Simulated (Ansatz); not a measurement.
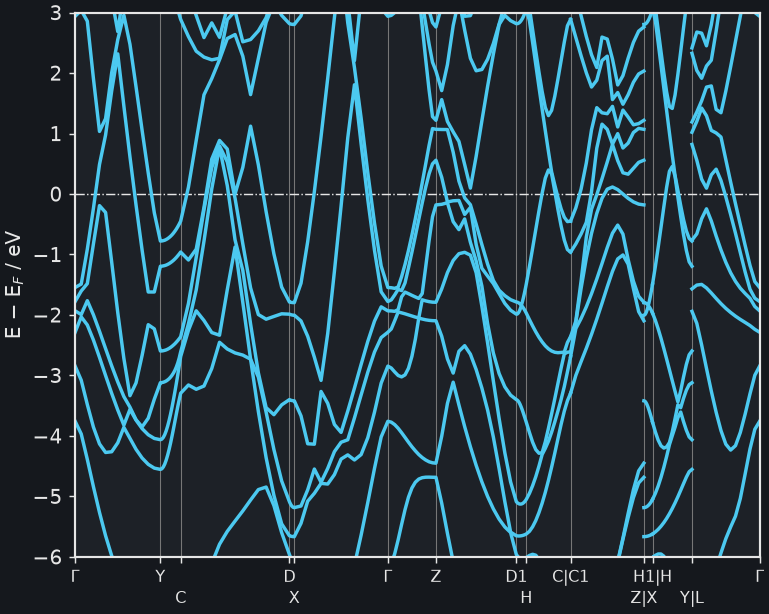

Band structure. Energies are counted from the Fermi level.

> Which of these calculations gave it?
A. fluorite-type ZrH₂, space group Fm-3m (No. 225), 3 atoms in the primitive cell (cubic a = 4.818 Å); PBEsol+U
B. CdI2-type MoS₂, space group P-3m1, 3 atoms in the cell (a = 3.227 Å, c = 6.312 Å (hexagonal axes)); PBEsol+U
C. Ge, space group Fmmm (No. 69), 4 atoms in the primitive cell (a = 5.87 Å, b = 5.75 Å, c = 3.90 Å, α = 72.06°, β = 68.71°, γ = 39.23°); PBEsol

C. A metal: bands cross the Fermi level along this path. At C the nearest levels lie 0.45 eV below and 2.89 eV above the Fermi level.

Computed with Ansatz 0.2.0: PBEsol, Ansatz PAW, no spin polarisation, no spin-orbit coupling, 7×7×7 k mesh, 420 eV cutoff, Fermi-Dirac smearing of 0.05 eV.

The PAW data sets were made with another functional. The cell is at −3 GPa in this functional. This isn't the form of Ge at room conditions, which is diamond. Bands are joined in order of energy, so crossings between the computed points show as kinks or gaps. In reduced coordinates of the cell that was run, Y is (0.5, 0, 0.5), C is (0.5, 0.108, 0.608), D is (0.029, 0.5, 0.529), X is (0, 0.5, 0.5), Z is (0.5, 0.5, 0), D1 is (0.971, 0.5, 0.471), H is (0.91, 0.41, 0.5), C1 is (0.5, 0.892, 0.392), H1 is (0.09, 0.59, 0.5) and L is (0.5, 0.5, 0.5).
